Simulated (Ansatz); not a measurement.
## PbO: geometry relaxation

System: PbO (8 atoms in the cell).
Method: DFT PBE, scalar-relativistic, plane waves, PAW, no spin polarisation (Ansatz 0.2.0).

The structure derives from an entry of the Crystallography Open Database. Figures and captions count atoms from 1; the log counts them from 0 in places.

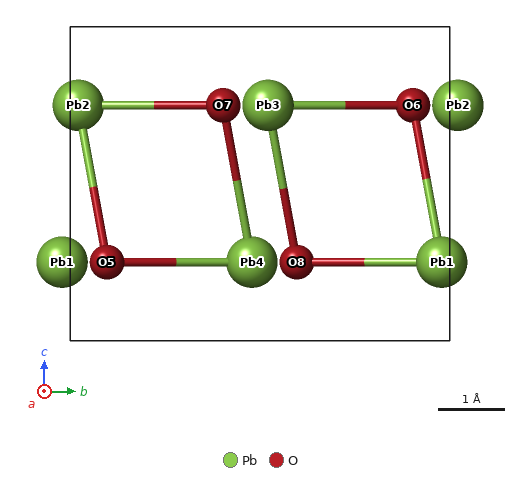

*The structure as given in the input (ball-and-stick view of the cell of the calculation, along the a axis; atoms are numbered from 1 in the order of the input).*

Near neighbours in the crystal (not all of them lie inside the picture): Pb has 4 O at 2.26 to 2.50 Å; O has 4 Pb at 2.26 to 2.50 Å.

The input:
```yaml
crystal:
  lattice:
    - [6.384278652, 0.0, 0.0]
    - [0.0, 5.8139545175, 0.0]
    - [0.0, 0.0, 4.8040668988]
  atoms:
    - { symbol: Pb, position: [0.2120055566, 0.9786400349, 0.25] }
    - { symbol: Pb, position: [0.7879944434, 0.0213599651, 0.75] }
    - { symbol: Pb, position: [0.2120055566, 0.5213599651, 0.75] }
    - { symbol: Pb, position: [0.7879944434, 0.4786400349, 0.25] }
    - { symbol: O, position: [0.8751205894, 0.09705136, 0.25] }
    - { symbol: O, position: [0.1248794106, 0.90294864, 0.75] }
    - { symbol: O, position: [0.8751205894, 0.40294864, 0.75] }
    - { symbol: O, position: [0.1248794106, 0.59705136, 0.25] }
basis:
  ecutwfc: 420
kpoints:
  mp_grid: { grid: [4, 6, 6] }
hamiltonian:
  xc: pbe
scf:
  occupations: { method: gaussian, width: 0.02 }
output:
  forces: true
  stress: true
  eigenvalues: true
  write_density: true
  write_potential: true
  elf: true
  volumetric_format: npy
relax:
  adjacent_minimum: "off"
  f_tol: 0.005
  max_steps: 80
  cell: { stress_tol: 0.05 }
```

Machine: 2 threads of Arm Neoverse N1, 54 GiB of memory available, shared host.

Run as:
```bash
ansatz run input.yaml --threads 2 --pin off --max-ram 5120MiB --backend cpu --events-out ev --progress --plain --runs-dir out
```

Log:
```
Engine: ansatz 0.2.0, aarch64-unknown-linux-gnu
Pseudopotentials: kind: paw
Pseudopotential: Pb, paw, valence charge 14, recommended cutoff 420 eV (normal), Pb.paw.azcp
Pseudopotential: O, paw, valence charge 6, recommended cutoff 420 eV (normal), O.paw.azcp
Functional definition: PBE
  parameter kappa = 0.804
  parameter beta = 0.06672455060314922
  exchange = pbe_x(kappa = kappa, mu = beta*pi^2/3)
  correlation = pbe_c(beta = beta)
Crystal: 8 atoms, lattice volume = 178.317 Å³
Basis set: ecut = 420 eV, 3507 PW (Γ), exchange–correlation on 90×80×72 points (8 copies of the dense FFT grid, shifted against one another)
Bands: 48, of which v1, the nominal top of the filled ones, is band 40 counted from 1 (39 counted from 0)
Symmetry: 8 space group operations
Space group: Pbcm (ITA 57), of the structure as read, at distance tolerance 5.6e-5 Å
k-points: 48 of 144
Non-local potential: Pb, projectors of the file, l = 0: 2, l = 1: 2, l = 2: 2, l = 3: 2
Non-local potential: O, projectors of the file, l = 0: 2, l = 1: 2, l = 2: 1
PAW form: soft (Blöchl's): semilocal exchange-correlation on the pseudo side does not see the compensation charge
PAW one-centre angular grid: Pb, 590 points (default); XC on 64 Gauss nodes
PAW one-centre angular grid: O, 110 points (default); XC on 64 Gauss nodes
Initial density: superposition of atomic densities (neutral atoms: chi_scale 0, normalization atom), corrected by the library's trained network
Initial wavefunctions: pseudopotential atomic-orbital guess
Functional: x = pbe(κ = 0.804, μ = 0.2195149727645171), c = pbe(β = 0.06672455060314922)
SCF iter   1: F=—  HF=-49894.155665 eV  |F-HF|=—  |Δ(HF+E_count)|=         —  Δρ=1.68e-3  dr2=5.91e-3  ethr=1.77e-3  ⟨swp⟩=7.4  Hψ=10113  notcnv=0  defer=1
preconditioner: auto → Resta (q_TF=auto, 2.387 Å⁻¹)  ε∞=3.7  [insulator: Δε(μ)=2.319 eV  Ē_g=15.062 eV  σ=0.020 eV  W_gap=1.00  n_scr=42 (ndim 8)  ℏωp=24.9 eV  f_vac=0.116  D(μ)=0.00/eV (n_scr^D=0)  ε∞_Penn≈3.7]
SCF iter   2: F=—  HF=-49894.157566 eV  |F-HF|=—  |Δ(HF+E_count)|=   1.90e-3  Δρ=9.70e-4  dr2=1.09e-3  ethr=7.39e-6  ⟨swp⟩=2.9  Hψ=5085  notcnv=0  defer=147
SCF iter   3: F=—  HF=-49894.157994 eV  |F-HF|=—  |Δ(HF+E_count)|=   4.28e-4  Δρ=4.60e-4  dr2=3.79e-4  ethr=1.36e-6  ⟨swp⟩=2.0  Hψ=2998  notcnv=0  defer=147
SCF iter   4: F=—  HF=-49894.158173 eV  |F-HF|=—  |Δ(HF+E_count)|=   1.79e-4  Δρ=1.47e-4  dr2=4.47e-5  ethr=4.74e-7  ⟨swp⟩=2.0  Hψ=2909  notcnv=0  defer=147
SCF iter   5: F=—  HF=-49894.158221 eV  |F-HF|=—  |Δ(HF+E_count)|=   4.78e-5  Δρ=3.67e-5  dr2=2.70e-6  ethr=5.59e-8  ⟨swp⟩=2.0  Hψ=2921  notcnv=0  defer=147
SCF iter   6: F=—  HF=-49894.158225 eV  |F-HF|=—  |Δ(HF+E_count)|=   3.43e-6  Δρ=7.78e-6  dr2=1.57e-7  ethr=3.38e-9  ⟨swp⟩=2.1  Hψ=3349  notcnv=0  defer=147
SCF iter   7: F=-49894.158225 eV  HF=-49894.158225 eV  |F-HF|=3.52e-9  |Δ(HF+E_count)|=   2.45e-7  Δρ=2.15e-6  dr2=1.43e-8  ethr=1.25e-10  ⟨swp⟩=15.1  Hψ=18346  notcnv=0
SCF 1 converged in 7 iterations: F = -49894.158225 eV  dr2 = 1.43e-8
  greatest PAW one-centre occupation: 0.983 electrons in one spin orbital (limit 2), on the Pb atom at site 1 (counted from 0), in its partial waves of l = 2
relax step   1: F+E_penalty+E_count = -49894.15822487 eV  Δ(F+E_penalty+E_count) = +0.000e0 eV  max|allowed force component| = 2.655e-3 eV/Å  Δτ_max = 0.0000 Å  P = +0.011 GPa  Ω = 178.317 Å³  (7 SCF iters, dr2 threshold 1.00e-7 eV, accepted)
Initial density: handed on by an earlier stage of this run
Initial wavefunctions: pseudopotential atomic-orbital guess (no wavefunctions were taken with the density)
iter 1 solved again at ethr=8.68e-8 eV; its pass at ethr=3.10e-3 eV (dr2=6.94e-5 eV) is discarded
SCF iter   1: F=—  HF=-49894.158201 eV  |F-HF|=—  |Δ(HF+E_count)|=         —  Δρ=3.25e-6  dr2=2.22e-8  ethr=8.68e-8  ⟨swp⟩=4.0  Hψ=17022  notcnv=0
preconditioner: auto → Resta (q_TF=auto, 2.387 Å⁻¹)  ε∞=3.7  [insulator: Δε(μ)=2.301 eV  Ē_g=15.057 eV  σ=0.020 eV  W_gap=1.00  n_scr=42 (ndim 8)  ℏωp=24.9 eV  f_vac=0.117  D(μ)=0.00/eV (n_scr^D=0)  ε∞_Penn≈3.7]
SCF iter   2: F=—  HF=-49894.158225 eV  |F-HF|=—  |Δ(HF+E_count)|=   2.38e-5  Δρ=2.73e-6  dr2=1.17e-8  ethr=2.77e-11  ⟨swp⟩=3.4  Hψ=5527  notcnv=0
SCF iter   3: F=—  HF=-49894.158225 eV  |F-HF|=—  |Δ(HF+E_count)|=  1.96e-10  Δρ=9.91e-7  dr2=2.94e-9  ethr=1.46e-11  ⟨swp⟩=2.0  Hψ=2876  notcnv=0
SCF iter   4: F=—  HF=-49894.158225 eV  |F-HF|=—  |Δ(HF+E_count)|=   4.17e-9  Δρ=8.92e-7  dr2=9.58e-10  ethr=3.67e-12  ⟨swp⟩=2.4  Hψ=3576  notcnv=0
SCF iter   5: F=—  HF=-49894.158225 eV  |F-HF|=—  |Δ(HF+E_count)|=  6.55e-11  Δρ=4.37e-7  dr2=1.78e-10  ethr=1.20e-12  ⟨swp⟩=2.0  Hψ=2846  notcnv=0
SCF iter   6: F=-49894.158225 eV  HF=-49894.158225 eV  |F-HF|=2.91e-11  |Δ(HF+E_count)|=  7.28e-11  Δρ=1.01e-7  dr2=8.41e-12  ethr=1.00e-12  ⟨swp⟩=7.7  Hψ=11956  notcnv=0
SCF 2 converged in 6 iterations: F = -49894.158225 eV  dr2 = 8.41e-12
relax step   2: F+E_penalty+E_count = -49894.15822488 eV  Δ(F+E_penalty+E_count) = -7.189e-9 eV  max|allowed force component| = 2.641e-3 eV/Å  Δτ_max = 0.0000 Å  P = +0.011 GPa  Ω = 178.317 Å³  stress off target by 3.12e-2 GPa  SCF on the basis re-selected at this cell (its energy is not comparable with the rows above)  (6 SCF iters)
```

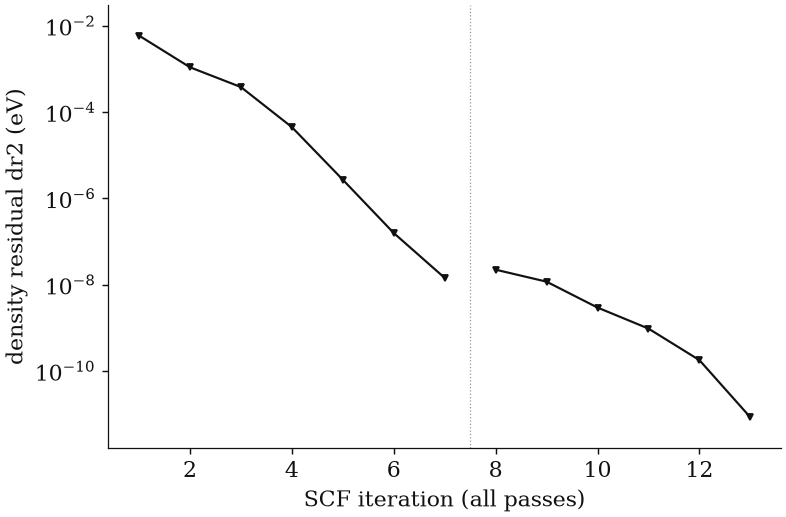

*Convergence of the self-consistent field: density residual dr2 against the SCF iteration. The dotted lines part the SCF passes of the relaxation: geometry steps, rejected trials and re-solves on a re-selected basis.*

The passes take 7 and 6 iterations.

```
basis re-selected at this cell: Δ(F+E_penalty+E_count) = -7.189e-9 eV, ΔP = +0.000 GPa vs the last step (what re-selecting the basis moved, of the pressure what is left beyond the Pulay correction that the steps carried, after the strain that the cell walked since its last selection, with what the two solves' SCF thresholds leave and, on support functions, any second-order correction that the steps lacked; it is no measure of the basis error at this ecutwfc). This SCF's stress stands 3.12e-2 GPa from its target on what of the cell is left free (relax.cell.stress_tol is 5.00e-2 GPa) and its largest allowed force component is 2.64e-3 eV/Å (relax.f_tol is 5.00e-3 eV/Å): within both
SCF converged after 6 iterations
Free energy (F): -49894.158225 eV
Harris-Foulkes:  -49894.158225 eV  (|F-HF|=2.91e-11)
Internal energy: -49894.158225 eV  (E = F + TS)
E sigma→0 (E₀):  -49894.158225 eV
Fermi energy:    7.667291 eV
--- Per-component energies (eV) ---
  E_band       = -317.121779
  E_kinetic    = 1848.455616
  E_local      = -7207.565009  (includes V_loc(G=0)·N_el)
  E_nonlocal   = 1595.233845
  E_hartree    = 2915.293777
  E_xc         = -1176.435474
  E_vxc        = -903.721064  (∫ρ·V_xc dr)
  E_paw        = -42253.891483  (= ΣΔE_a)
  E_vpaw       = -1480.122439  (= ΣTr[D̂ρ^β])
  E_aug_tail   = 0.009601  (compensation charges beyond the density's cutoff)
  E_ewald      = -5615.259099
  E_smearing   = -0.000000  (= −TS)
  E_closure    = 0.000000  (closes the sum)
  Σ components = -49894.158225   (vs F -49894.158225, Δ=0.00e0)
--- Forces (eV/Å), atoms counted from 1 ---
  atom   1  Pb    -0.00189019     0.00264054     0.00000000
  atom   2  Pb     0.00189019    -0.00264054    -0.00000000
  atom   3  Pb    -0.00189019    -0.00264054     0.00000000
  atom   4  Pb     0.00189019     0.00264054     0.00000000
  atom   5  O     -0.00075175     0.00155384    -0.00000000
  atom   6  O      0.00075175    -0.00155384     0.00000000
  atom   7  O     -0.00075175    -0.00155384     0.00000000
  atom   8  O      0.00075175     0.00155384    -0.00000000
  max |Σ_I F_I| component: 1.30e-18 eV/Å
--- Stress (GPa, compression-positive) ---
        0.031154       0.000000       0.000000
        0.000000       0.008190       0.000000
        0.000000       0.000000      -0.007524
  P = ⅓ Tr σ = 0.0106 GPa (0.106 kbar)
--- Band table (eV; the first three rows and the last of 48) ---
  k-point 0: bands = ["-10.8243", "-10.8010", "-10.7217", "-10.6242", "-8.9828", "-8.9476", "-8.9415", "-8.9241", "-8.8920", "-8.8785", "-8.8646", "-8.8354", "-8.8027", "-8.7949", "-8.7643", "-8.7550", "-8.7538", "-8.7425", "-8.7339", "-8.7186", "-8.7035", "-7.7439", "-7.7346", "-7.6093", "-0.3677", "0.0205", "0.7419", "0.8993", "2.3420", "2.8293", "3.0145", "3.8662", "4.1101", "4.7309", "4.7732", "4.8934", "5.3245", "5.4498", "6.3377", "6.5171", "9.7227", "9.8613", "11.3674", "11.4774", "11.9180", "12.1631", "13.0084", "13.4888"]
  k-point 1: bands = ["-10.7895", "-10.7479", "-10.6986", "-10.6001", "-8.9695", "-8.9447", "-8.9391", "-8.9145", "-8.8843", "-8.8738", "-8.8681", "-8.8345", "-8.8050", "-8.7993", "-8.7713", "-8.7617", "-8.7549", "-8.7461", "-8.7371", "-8.7329", "-8.6928", "-7.7666", "-7.7588", "-7.7412", "-0.5221", "-0.2425", "0.5095", "0.6122", "2.9151", "3.0186", "3.0555", "4.2863", "4.5334", "4.5503", "4.6525", "4.9225", "5.3397", "5.7646", "6.1715", "6.5030", "9.7925", "10.0517", "11.1131", "11.4777", "11.6952", "12.0205", "12.8424", "13.1260"]
  k-point 2: bands = ["-10.7118", "-10.6566", "-10.6315", "-10.5538", "-8.9379", "-8.9343", "-8.9322", "-8.8860", "-8.8710", "-8.8698", "-8.8610", "-8.8295", "-8.8129", "-8.8104", "-8.7933", "-8.7812", "-8.7629", "-8.7545", "-8.7511", "-8.7504", "-8.6240", "-8.0647", "-7.8150", "-7.8108", "-0.7934", "-0.6731", "0.1340", "0.3154", "3.2108", "3.2751", "4.0336", "4.3922", "4.5306", "4.6404", "5.1793", "5.1867", "5.6032", "5.7665", "6.0883", "6.4633", "10.0242", "10.6305", "10.7790", "11.2238", "11.3856", "11.6547", "11.7617", "12.2138"]
  k-point 47: bands = ["-10.5838", "-10.5838", "-10.5838", "-10.5838", "-8.9162", "-8.9162", "-8.9162", "-8.9162", "-8.8704", "-8.8704", "-8.8704", "-8.8704", "-8.7758", "-8.7758", "-8.7758", "-8.7758", "-8.7488", "-8.7488", "-8.7488", "-8.7488", "-8.1917", "-8.1917", "-8.1917", "-8.1917", "-0.5674", "-0.5674", "-0.5674", "-0.5674", "4.4763", "4.4763", "4.4763", "4.4763", "5.0821", "5.0821", "5.0821", "5.0821", "5.9980", "5.9980", "5.9980", "5.9980", "8.9990", "8.9990", "8.9990", "8.9990", "12.9500", "12.9500", "12.9500", "12.9500"]
--- Relaxed structure (1 steps of the walk, 1 accepted, 1 SCFs on fresh bases) ---
  F+E_penalty+E_count = -49894.15822488 eV   max|allowed force component| = 2.641e-3 eV/Å   (the final SCF, on the basis selected at the relaxed cell)
  cell:  # Å, volume = 178.3169 Å³
    - [6.384278652, 0.0, 0.0]
    - [0.0, 5.8139545175, 0.0]
    - [0.0, 0.0, 4.8040668988]
  atoms:
    - { symbol: Pb, position: [0.21200555660000003, 0.9786400348999998, 0.25] }
    - { symbol: Pb, position: [0.7879944434000001, 0.021359965099999996, 0.75] }
    - { symbol: Pb, position: [0.21200555660000003, 0.5213599651, 0.75] }
    - { symbol: Pb, position: [0.7879944434000001, 0.47864003489999996, 0.25] }
    - { symbol: O, position: [0.8751205894000001, 0.09705136, 0.25] }
    - { symbol: O, position: [0.1248794106, 0.9029486399999997, 0.75] }
    - { symbol: O, position: [0.8751205894000001, 0.40294864, 0.75] }
    - { symbol: O, position: [0.1248794106, 0.5970513599999999, 0.25] }
```

Trajectory as extended XYZ (Å, eV, eV/Å), 2 frames, from step=1 to step=2:
```
8
Lattice="6.3843 0.0000 0.0000 0.0000 5.8140 0.0000 0.0000 0.0000 4.8041" Properties=species:S:1:pos:R:3:forces:R:3 step=1 energy=-49894.15822 pressure_GPa=0.01
Pb    1.3535    5.6898    1.2010   -0.0019   0.0027   0.0000
Pb    5.0308    0.1242    3.6031    0.0019  -0.0027   0.0000
Pb    1.3535    3.0312    3.6031   -0.0019  -0.0027   0.0000
Pb    5.0308    2.7828    1.2010    0.0019   0.0027   0.0000
O     5.5870    0.5643    1.2010   -0.0008   0.0015   0.0000
O     0.7973    5.2497    3.6031    0.0008  -0.0015   0.0000
O     5.5870    2.3427    3.6031   -0.0008  -0.0015   0.0000
O     0.7973    3.4712    1.2010    0.0008   0.0015   0.0000
8
Lattice="6.3843 0.0000 0.0000 0.0000 5.8140 0.0000 0.0000 0.0000 4.8041" Properties=species:S:1:pos:R:3:forces:R:3 step=2 energy=-49894.15822 pressure_GPa=0.01
Pb    1.3535    5.6898    1.2010   -0.0019   0.0026   0.0000
Pb    5.0308    0.1242    3.6031    0.0019  -0.0026   0.0000
Pb    1.3535    3.0312    3.6031   -0.0019  -0.0026   0.0000
Pb    5.0308    2.7828    1.2010    0.0019   0.0026   0.0000
O     5.5870    0.5643    1.2010   -0.0008   0.0016   0.0000
O     0.7973    5.2497    3.6031    0.0008  -0.0016   0.0000
O     5.5870    2.3427    3.6031   -0.0008  -0.0016   0.0000
O     0.7973    3.4712    1.2010    0.0008   0.0016   0.0000
```

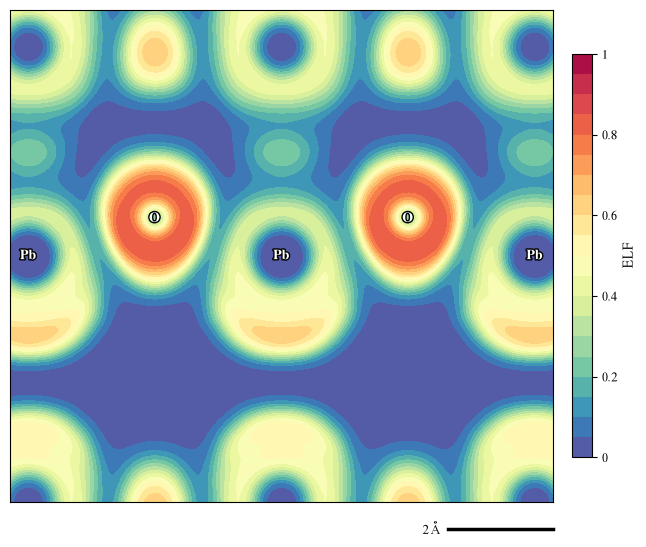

*Electron localisation function on the (11̄0) plane of the conventional cell.*

Atoms in the plane: Pb and O. Pb–O (2.50 Å): the ELF is about 0.15 at the midpoint. Core electrons are frozen (PAW), so the fields are smoothed inside the atomic spheres.

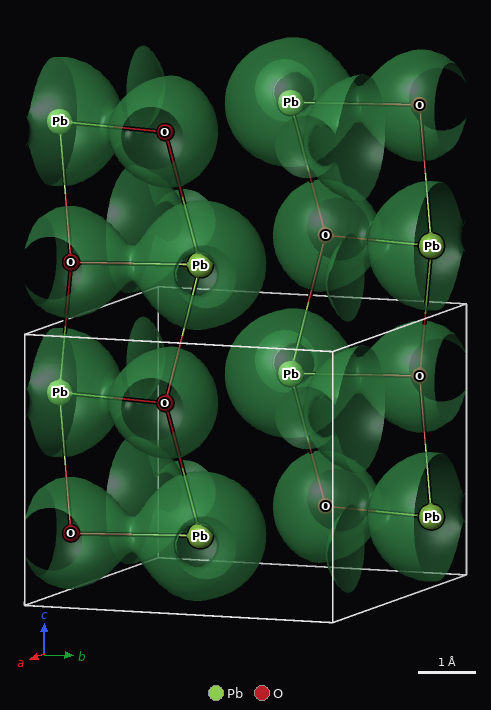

*Isosurface of the valence charge density (pseudo) at 0.4 e/Å³ (green), seen slightly off an axis. Sticks mark near contacts. The outline is the cell set on symmetry axes.*

At this value the density is joined into chains; it holds about 80 % of the electrons treated as valence (semicore included). It is pinched off along the Pb–O (2.50 Å) contacts. On the grid the lowest density along these lines, outside the cores, is 0.5 e/Å³ (Pb–O, 2.26 Å) and 0.3 e/Å³ (Pb–O, 2.50 Å).

Results in brief:

| quantity | value |
| --- | --- |
| outcome | converged |
| space group (tolerance 0.01 Å) | Pbcm (57) |
| electrons treated | 80 |
| free energy | −49894.1582 eV |
| Fermi energy | 7.667 eV |
| gap on the k-point mesh | 2.30 eV |
| pressure | 0.01 GPa |
| final volume | 178.32 Å³ |
| largest force (length of the vector) at the end | 0.003 eV/Å |
| final cell | a = 6.384 Å, b = 5.814 Å, c = 4.804 Å, α = 90.00°, β = 90.00°, γ = 90.00° |
| wall time | 71 s (CPU time 2.3 min) |
| peak memory | 0.63 GiB |

Spin–orbit coupling is left out, which matters for Pb.
